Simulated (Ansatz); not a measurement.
# Single-point calculation of C (part 2 of 2)

Continued. System: C (slab, 24 atoms in the cell). Method: DFT PBEsol, scalar-relativistic, plane waves, PAW, no spin polarisation (Ansatz 0.2.0); cutoff 420 eV, 14×5×1 k-mesh, Gaussian smearing of 0.1 eV. The structure derives from a Materials Project entry. It belongs to a series of runs on one base structure; here: (0 1 0) slab cut from the bulk.

Geometry of the input (Å; fractional positions):
```
2.4592  0.0000  0.0000
0.0000  7.3232  0.0000
0.0000  0.0000  26.3555
C  0.5000  0.7500  0.2846
C  0.0000  0.2500  0.2846
C  0.5000  0.2500  0.3115
C  0.0000  0.7500  0.3115
C  0.0000  0.7500  0.3654
C  0.5000  0.2500  0.3654
C  0.0000  0.2500  0.3923
C  0.5000  0.7500  0.3923
C  0.5000  0.7500  0.4461
C  0.0000  0.2500  0.4461
C  0.5000  0.2500  0.4731
C  0.0000  0.7500  0.4731
C  0.0000  0.7500  0.5269
C  0.5000  0.2500  0.5269
C  0.0000  0.2500  0.5539
C  0.5000  0.7500  0.5539
C  0.5000  0.7500  0.6077
C  0.0000  0.2500  0.6077
C  0.5000  0.2500  0.6346
C  0.0000  0.7500  0.6346
C  0.0000  0.7500  0.6885
C  0.5000  0.2500  0.6885
C  0.0000  0.2500  0.7154
C  0.5000  0.7500  0.7154
```

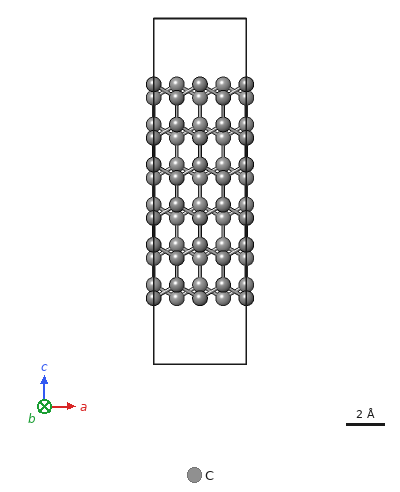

The input geometry (ball-and-stick view of the 2 × 1 repeat of the cell, with the vacuum cut short, along the b axis). An atom can appear more than once, as a periodic image.

Log, continued:
```
SCF iter   1: F=—  HF=-5906.744570 eV  |F-HF|=—  |Δ(HF+E_count)|=         —  Δρ=1.52e-2  dr2=7.07e-1  ethr=1.77e-3  p=0.000 e·Å  D=4.17e-14 V/Å  ΔV_dip=-0.00 eV  dr2_dipole=1.76e-5  V_vac-E_F(+/−)=7.58/7.58 eV  ⟨swp⟩=13.0  Hψ=11697  notcnv=0  defer=201
efield: sawtooth ramp at fractional position 0.9800 (placed from the atoms, in the widest stretch of the axis that holds none; the zero of the levels goes with the place), width 0.0400; the density the first Hamiltonian is built on has a dipole p = 0.000 e·Å; the dipole correction subtracts the counter field D = 4.17e-14 V/Å, which shifts the + side's vacuum level by -0.00 eV against the − side's; the planar-averaged density in the ramp window peaks in size at 1.8e-4 e/Å³
preconditioner: auto → LDOS  [metal: Δε(μ)=0.022 eV  Ē_g=14.200 eV  σ=0.100 eV  W_gap=0.12  n_scr=68 (ndim 8)  ℏωp=16.7 eV  f_vac=0.460  D(μ)=13.48/eV (n_scr^D=78)  β→1.0]
SCF iter   2: F=—  HF=-5906.654883 eV  |F-HF|=—  |Δ(HF+E_count)|=   8.97e-2  Δρ=8.68e-3  dr2=7.63e-1  ethr=7.37e-4  p=0.000 e·Å  D=3.74e-6 V/Å  ΔV_dip=-0.00 eV  dr2_dipole=2.09e-5  V_vac-E_F(+/−)=7.13/7.13 eV  ⟨swp⟩=2.3  Hψ=3087  notcnv=0  defer=417
SCF iter   3: F=—  HF=-5906.585662 eV  |F-HF|=—  |Δ(HF+E_count)|=   6.92e-2  Δρ=5.67e-3  dr2=2.68e-1  ethr=7.37e-4  p=0.000 e·Å  D=1.12e-6 V/Å  ΔV_dip=-0.00 eV  dr2_dipole=1.90e-6  V_vac-E_F(+/−)=7.01/7.01 eV  ⟨swp⟩=2.9  Hψ=2312  notcnv=0  defer=417
SCF iter   4: F=—  HF=-5906.573420 eV  |F-HF|=—  |Δ(HF+E_count)|=   1.22e-2  Δρ=3.37e-3  dr2=1.31e-1  ethr=2.80e-4  p=-0.000 e·Å  D=-3.10e-6 V/Å  ΔV_dip=0.00 eV  dr2_dipole=1.65e-6  V_vac-E_F(+/−)=6.75/6.75 eV  ⟨swp⟩=2.5  Hψ=1891  notcnv=0  defer=417
SCF iter   5: F=—  HF=-5906.559695 eV  |F-HF|=—  |Δ(HF+E_count)|=   1.37e-2  Δρ=1.55e-3  dr2=2.87e-2  ethr=1.36e-4  p=-0.000 e·Å  D=-1.87e-6 V/Å  ΔV_dip=0.00 eV  dr2_dipole=1.57e-6  V_vac-E_F(+/−)=6.63/6.63 eV  ⟨swp⟩=2.2  Hψ=2286  notcnv=0  defer=377
SCF iter   6: F=—  HF=-5906.555941 eV  |F-HF|=—  |Δ(HF+E_count)|=   3.75e-3  Δρ=6.88e-4  dr2=7.05e-3  ethr=2.99e-5  p=-0.000 e·Å  D=-4.44e-7 V/Å  ΔV_dip=0.00 eV  dr2_dipole=1.41e-7  V_vac-E_F(+/−)=6.63/6.63 eV  ⟨swp⟩=2.4  Hψ=2605  notcnv=0  defer=371
SCF iter   7: F=—  HF=-5906.555189 eV  |F-HF|=—  |Δ(HF+E_count)|=   7.52e-4  Δρ=2.38e-4  dr2=6.75e-4  ethr=7.34e-6  p=0.000 e·Å  D=3.17e-7 V/Å  ΔV_dip=-0.00 eV  dr2_dipole=1.67e-8  V_vac-E_F(+/−)=6.70/6.70 eV  ⟨swp⟩=2.7  Hψ=2244  notcnv=0  defer=370
SCF iter   8: F=—  HF=-5906.555171 eV  |F-HF|=—  |Δ(HF+E_count)|=   1.73e-5  Δρ=9.65e-5  dr2=7.00e-5  ethr=7.03e-7  p=-0.000 e·Å  D=-2.80e-7 V/Å  ΔV_dip=0.00 eV  dr2_dipole=9.51e-8  V_vac-E_F(+/−)=6.73/6.73 eV  ⟨swp⟩=2.5  Hψ=2352  notcnv=0  defer=370
SCF iter   9: F=—  HF=-5906.554732 eV  |F-HF|=—  |Δ(HF+E_count)|=   4.40e-4  Δρ=4.29e-5  dr2=1.03e-5  ethr=7.29e-8  p=-0.000 e·Å  D=-6.64e-7 V/Å  ΔV_dip=0.00 eV  dr2_dipole=1.48e-7  V_vac-E_F(+/−)=6.75/6.75 eV  ⟨swp⟩=2.4  Hψ=2419  notcnv=0  defer=370
SCF iter  10: F=—  HF=-5906.554735 eV  |F-HF|=—  |Δ(HF+E_count)|=   3.20e-6  Δρ=3.25e-5  dr2=5.18e-6  ethr=1.08e-8  p=-0.000 e·Å  D=-1.60e-7 V/Å  ΔV_dip=0.00 eV  dr2_dipole=1.77e-7  V_vac-E_F(+/−)=6.75/6.75 eV  ⟨swp⟩=2.0  Hψ=2467  notcnv=0  defer=370
SCF iter  11: F=—  HF=-5906.554734 eV  |F-HF|=—  |Δ(HF+E_count)|=   6.86e-7  Δρ=1.21e-5  dr2=6.28e-7  ethr=5.40e-9  p=-0.000 e·Å  D=-3.70e-7 V/Å  ΔV_dip=0.00 eV  dr2_dipole=1.05e-8  V_vac-E_F(+/−)=6.75/6.75 eV  ⟨swp⟩=2.0  Hψ=2383  notcnv=0  defer=370
SCF iter  12: F=-5906.554735 eV  HF=-5906.554735 eV  |F-HF|=2.12e-7  |Δ(HF+E_count)|=   7.06e-7  Δρ=3.86e-6  dr2=7.42e-8  ethr=1.04e-10  p=-0.000 e·Å  D=-1.85e-7 V/Å  ΔV_dip=0.00 eV  dr2_dipole=3.39e-11  V_vac-E_F(+/−)=6.75/6.75 eV  ⟨swp⟩=36.9  Hψ=19657  notcnv=0
SCF 1 converged in 12 iterations: F = -5906.554735 eV  dr2 = 7.42e-8
  greatest PAW one-centre occupation: 0.696 electrons in one spin orbital (limit 2), on the C atom at site 1 (counted from 0), in its partial waves of l = 0
WARN: The output density's exchange-correlation potential varies sharply where the density is thin. Do not read a vacuum level from v_tot or v_xc, or from such a field of the output density. On a cell that repeats whose density bears no net charge and no dipole along the vacuum's axis use v_es (v_loc + v_h of the components); under efield.dipole_correction with no amplitude use v_es + v_field, which holds any external_charges[].barrier, or the levels of the report's work_function block, which leave it out; under a non-zero efield.amplitude the vacuum is tilted and has no level; on a cell that repeats and bears such a dipole with no correction it is tilted too, and efield.dipole_correction with no amplitude gives each side of its ramp a level where efield: is served; in a cell that repeats whose density bears a net charge (total_charge, or a fill off its count) it is curved and has none; of a slab under crystal.periodic whose density bears no net charge use v_es, which has a level on each side, short of where the two are joined; of another it falls or rises all the way out and has none; of a slab beside external_charges read slab_vacuum_level instead, which it has where they leave it neutral. The grid or the basis barely resolves most such structure, and the values can differ between equally converged runs; as a rule a tighter scf.convergence.dr2_threshold does not remove it. Where the density itself ripples (under the LDA too) a higher basis.ecutwfc lessens it. The files hold the spikes' plane waves up to the density's cutoff. Files: v_tot_of_output_density and the like, and their columns of v_z.tsv (output.write_potential); v_xc_of_output_density and the like, and their columns of v_comp_z.tsv (output.write_potential_components). Measured: with its Gaussian average of σ = 0.25 Å subtracted twice, the exchange-correlation potential is over 0.1 eV at 124 of the grid points where the equally averaged density (valence and model cores) is under 1e-3 e/Å³, and 0.206 eV at the most among them, at an averaged density of 2.5e-7 e/Å³. The input density's (outcome.potential() and, of a run that writes arrays, v_tot and v_xc) is over 0.1 eV, so measured, at 1012 points of its own thin density, 0.158 eV at the most. See output.write_potential in the manual, Limitations
SCF converged after 12 iterations
Free energy (F): -5906.554735 eV
Harris-Foulkes:  -5906.554735 eV  (|F-HF|=2.12e-7)
Internal energy: -5906.480802 eV  (E = F + TS)
E sigma→0 (E₀):  -5906.517769 eV
Entropy (-TS):   -0.073933 eV (-3.081 meV/atom)
Fermi energy:    -0.697929 eV
Dipole field:    D = 0.000005 V/Å  (p = 0.000013 e·Å, saw-weighted, corrected)
Work function:   Φ+ = 6.7539 eV   Φ− = 6.7540 eV
Levels:          The Fermi level and band energies are counted from a zero that moves with the ramp; work functions are not
--- Per-component energies (eV) ---
  E_band       = -882.336673
  E_kinetic    = 2152.913885
  E_local      = -58429.198615  (includes V_loc(G=0)·N_el)
  E_nonlocal   = 660.365948
  E_hartree    = 28151.027725
  E_xc         = -1132.114869
  E_vxc        = -1405.971978  (∫ρ·V_xc dr)
  E_paw        = -2288.206026  (= ΣΔE_a)
  E_vpaw       = -162.507194  (= ΣTr[D̂ρ^β])
  E_aug_tail   = 0.000186  (compensation charges beyond the density's cutoff)
  E_efield     = 0.000000  (sawtooth field / dipole correction)
  E_vefield    = 0.000000  (∫n·V_field dr)
  E_ewald      = 24978.224551
  E_core_change = 0.506412  (= ΣΔE_core)
  E_smearing   = -0.073933  (= −TS)
  E_closure    = 0.000000  (closes the sum)
  Σ components = -5906.554735   (vs F -5906.554735, Δ=0.00e0)
--- Forces (eV/Å), atoms counted from 1 ---
  atom   1  C      0.00000000     0.00000000     1.92447806
  atom   2  C     -0.00000000     0.00000000     1.92447806
  atom   3  C      0.00000000     0.00000000    -2.86276438
  atom   4  C      0.00000000     0.00000000    -2.86276438
  atom   5  C      0.00000000     0.00000000     1.00106295
  atom   6  C      0.00000000     0.00000000     1.00106295
  atom   7  C      0.00000000     0.00000000    -0.24368959
  atom   8  C      0.00000000     0.00000000    -0.24368959
  atom   9  C      0.00000000     0.00000000     0.19564812
  atom  10  C      0.00000000     0.00000000     0.19564812
  atom  11  C     -0.00000000    -0.00000000    -0.12109089
  atom  12  C     -0.00000000    -0.00000000    -0.12109089
  atom  13  C     -0.00000000     0.00000000     0.12105675
  atom  14  C     -0.00000000     0.00000000     0.12105675
  atom  15  C      0.00000000    -0.00000000    -0.19560119
  atom  16  C      0.00000000    -0.00000000    -0.19560119
  atom  17  C      0.00000000     0.00000000     0.24368707
  atom  18  C      0.00000000    -0.00000000     0.24368707
  atom  19  C     -0.00000000     0.00000000    -1.00106707
  atom  20  C     -0.00000000     0.00000000    -1.00106707
  atom  21  C      0.00000000     0.00000000     2.86275800
  atom  22  C      0.00000000     0.00000000     2.86275800
  atom  23  C      0.00000000     0.00000000    -1.92447918
  atom  24  C      0.00000000     0.00000000    -1.92447918
  max |Σ_I F_I| component: 2.68e-6 eV/Å
--- Stress (GPa, compression-positive) ---
       -0.157845       0.000000       0.000000
        0.000000      -0.210562       0.000000
        0.000000       0.000000       0.328053
  P = ⅓ Tr σ = -0.0135 GPa (-0.135 kbar)
--- Band table (eV; the first three rows and the last of 24) ---
  k-point 0: bands = ["-20.0136", "-19.8644", "-19.5087", "-19.3641", "-18.7027", "-18.5644", "-17.6270", "-17.4962", "-16.3186", "-16.1953", "-15.0639", "-14.9465", "-12.6545", "-12.5657", "-10.7045", "-10.6247", "-8.6640", "-8.5790", "-8.5111", "-8.0710", "-7.4170", "-7.1535", "-6.8488", "-6.8411", "-6.8187", "-6.4245", "-6.3712", "-6.3562", "-6.3345", "-5.9836", "-5.9650", "-5.6239", "-5.6035", "-4.8417", "-4.7700", "-4.7512", "-4.7081", "-4.5045", "-4.4739", "-4.0169", "-3.9997", "-3.6994", "-3.6444", "-3.6380", "-3.6229", "-2.7645", "-0.7958", "-0.7489", "-0.4910", "-0.4491", "1.3529", "2.3737", "3.0704", "3.1360", "3.7746", "4.0447", "4.7163", "5.0259", "5.6991", "5.7281", "5.9931", "6.1322", "6.7289", "6.7875", "6.8672", "7.0449", "7.1555", "7.3460", "7.5331", "7.5758", "7.6905", "7.7929"]
  k-point 1: bands = ["-19.9998", "-19.8792", "-19.4953", "-19.3783", "-18.6898", "-18.5780", "-17.6149", "-17.5091", "-16.3072", "-16.2074", "-15.0530", "-14.9580", "-12.6462", "-12.5743", "-10.6970", "-10.6324", "-8.5727", "-8.5602", "-8.5175", "-7.9689", "-7.5555", "-7.0536", "-6.9846", "-6.8389", "-6.8207", "-6.4193", "-6.3765", "-6.3542", "-6.3365", "-6.0960", "-5.8869", "-5.6221", "-5.6054", "-4.9667", "-4.7682", "-4.7530", "-4.6190", "-4.5018", "-4.4754", "-4.0151", "-4.0014", "-3.7598", "-3.6362", "-3.6241", "-3.6189", "-2.8645", "-0.7649", "-0.7191", "-0.5202", "-0.4786", "1.4412", "2.2640", "3.1561", "3.4961", "3.9391", "4.1281", "5.0477", "5.1013", "5.7455", "5.8569", "5.9774", "6.3743", "6.7582", "6.8740", "6.8845", "7.0339", "7.1691", "7.3319", "7.3320", "7.3779", "7.5432", "7.6629"]
  k-point 2: bands = ["-19.9633", "-19.9172", "-19.4599", "-19.4152", "-18.6559", "-18.6132", "-17.5827", "-17.5423", "-16.2769", "-16.2387", "-15.0241", "-14.9878", "-12.6243", "-12.5968", "-10.6774", "-10.6527", "-8.5561", "-8.5352", "-8.2757", "-7.8946", "-7.6900", "-7.3164", "-6.8330", "-6.8262", "-6.7813", "-6.4177", "-6.4062", "-6.3899", "-6.3485", "-6.3420", "-5.6244", "-5.6167", "-5.6104", "-5.2750", "-4.7633", "-4.7576", "-4.4949", "-4.4885", "-4.3679", "-4.0452", "-4.0107", "-4.0056", "-3.6325", "-3.6279", "-3.4006", "-3.1137", "-0.6878", "-0.6444", "-0.5953", "-0.5537", "1.6799", "1.9918", "3.3862", "3.6831", "4.4867", "5.0935", "5.3031", "5.5634", "5.8914", "5.9171", "6.1841", "6.2773", "6.4317", "6.5781", "6.6701", "6.9311", "6.9880", "7.0345", "7.1989", "7.2269", "7.2334", "7.3206"]
  k-point 23: bands = ["-15.6614", "-15.6614", "-15.6292", "-15.6292", "-15.2224", "-15.2224", "-15.1936", "-15.1936", "-14.7892", "-14.7892", "-13.8542", "-13.8542", "-13.2178", "-13.2178", "-13.1869", "-13.1869", "-12.1145", "-12.1145", "-12.0857", "-12.0857", "-11.2255", "-11.2255", "-11.1692", "-11.1692", "-8.8705", "-8.8705", "-8.7161", "-8.7161", "-7.8501", "-7.8501", "-7.5309", "-7.5309", "-7.1930", "-7.1930", "-3.3644", "-3.3644", "-3.1179", "-3.1179", "-3.1021", "-3.1021", "-2.9185", "-2.9185", "-2.8797", "-2.8797", "-1.0265", "-1.0265", "-1.0131", "-1.0131", "0.0830", "0.0830", "0.1072", "0.1072", "1.3816", "1.3816", "1.4549", "1.4549", "1.9867", "1.9867", "2.0048", "2.0048", "2.3095", "2.3095", "7.4016", "7.4016", "7.7098", "7.7098", "8.7125", "8.7125", "9.4157", "9.4157", "9.7186", "9.7186"]
```

Results in brief:

```tsv
quantity	value
outcome	converged
electrons treated	96
free energy	−5906.5547 eV
work function, top face	6.75 eV
work function, bottom face	6.75 eV
Fermi energy	−0.698 eV
gap on the k-point mesh	none (metallic)
work function (upper face)	6.75 eV
largest force (length of the vector)	2.863 eV/Å
hardware	2 threads of Arm Neoverse V2, 24 GiB of memory available, shared host
wall time	78 s (CPU time 2.6 min)
peak memory	1.1 GiB
```

Remarks:

The program warns: the structure was made exactly symmetric; the exchange-correlation potential is rough where the density is thin.
